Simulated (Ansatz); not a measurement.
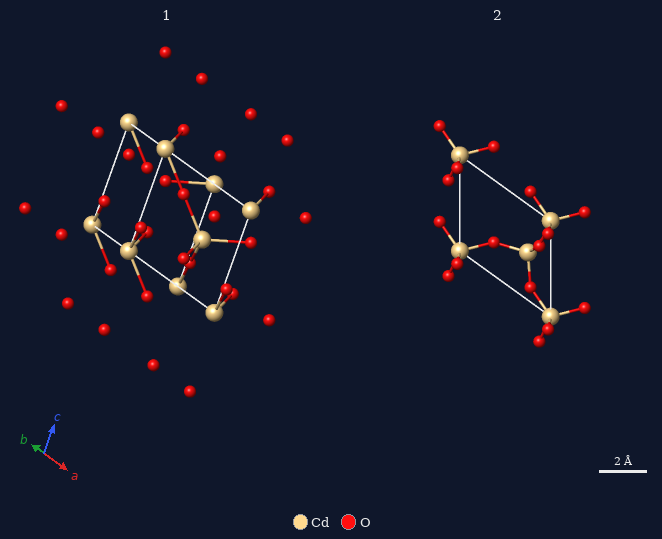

Two geometries of solid CdO₂ (built on the SiO2-122 type type), drawn at one scale. One is the start of a relaxation, the other its converged end. Style: ball-and-stick. Shown: the cell of the calculation, along the b axis.

Computed with DFT, PBEsol, plane waves, PAW (Ansatz). (plane-wave cutoff 420 eV; k-point mesh 6 × 6 × 6; occupations fermi dirac; smearing width 0.03 eV; no spin polarisation; cell and atoms relaxed; force threshold 0.01 eV/Å; at most 120 steps)

**Which one is relaxed?**

Structure 1 is the relaxed one. Over 30 accepted moves (38 points after the start) the energy falls by 5665 meV per atom. Largest force component: 15 eV/Å at the start, under 0.0001 eV/Å at the end. Pressure: 225.09 GPa at the start and 0.00 GPa at the end. The line search rejected the trial steps at points 12, 22 of the run. At 6 points the geometry stayed and the basis and grid were re-selected for the new cell (energy shift of 32.4 meV per atom at most each time). The largest moves relative to the cell, 2.57 Å, are those of O atoms. Cd stays in place. The volume changes by −2.6 %, with a = b = c 4.852 → 4.890 Å (+0.8 %), α 121.4° → 98.6°, β 121.4° → 98.6°, γ 87.6° → 134.5°. Among the contacts that change: Cd–O 1.545 → 3.596 Å, Cd–O 3.460 → 2.134 Å. New bonds form: Cd–O (3.46 → 2.13 Å). Bonds break: Cd–O (1.54 → 3.60 Å). The space group (tolerance 0.01 Å) goes from I-42d (No. 122) to I4_1/amd (No. 141).
